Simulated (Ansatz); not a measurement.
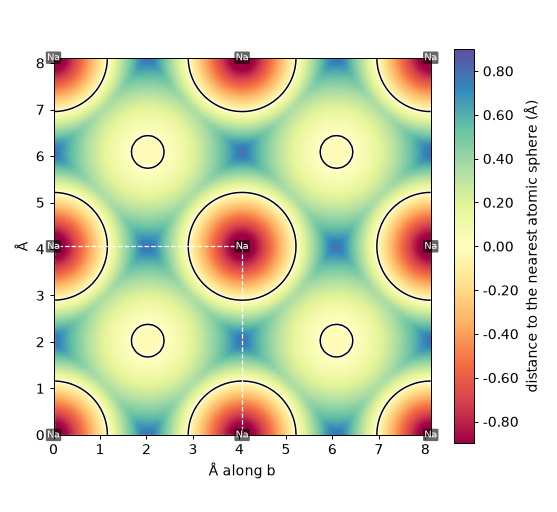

Map of the distance to the nearest atomic sphere in NaI (Pm-3m), computed on the section x = 0.000 (parallel to b and c; the dashed line is one cell). The black line marks the spheres' surfaces; positive values are empty space; unlabelled circles belong to atoms above or below the section.

Atoms are hard spheres with Shannon crystal radii (six-coordinate where tabulated): Na 1.16 Å, I 2.06 Å.

Source of the atomic positions: coordinates from a relaxation with Ansatz, DFT PBE, scalar-relativistic, plane waves, PAW.

```cif
data_structure
_symmetry_space_group_name_H-M 'Pm-3m'
_symmetry_Int_Tables_number 221
_cell_length_a 4.0579
_cell_length_b 4.0579
_cell_length_c 4.0579
_cell_angle_alpha 90.000
_cell_angle_beta 90.000
_cell_angle_gamma 90.000
_cell_volume 66.82
loop_
_atom_site_label
_atom_site_type_symbol
_atom_site_symmetry_multiplicity
_atom_site_Wyckoff_symbol
_atom_site_fract_x
_atom_site_fract_y
_atom_site_fract_z
_atom_site_occupancy
Na1 Na 1 a 0.00000 0.00000 0.00000 1
I1 I 1 b 0.50000 0.50000 0.50000 1
```

Where is the largest hole in this section, and how large is it?

At 0.000, 0.000, 0.500 (fractional), where the distance reaches 0.81 Å; it is enclosed by 4 I + 2 Na in an octahedral arrangement. It is the largest hole of the crystal.

How much of the crystal lies outside the spheres?

About 35 % of the cell's volume, and 72 % of this section's area.

What can pass through?

The largest sphere that fits anywhere has a diameter of 1.62 Å; the largest that can travel through the crystal, about 0.7 Å.
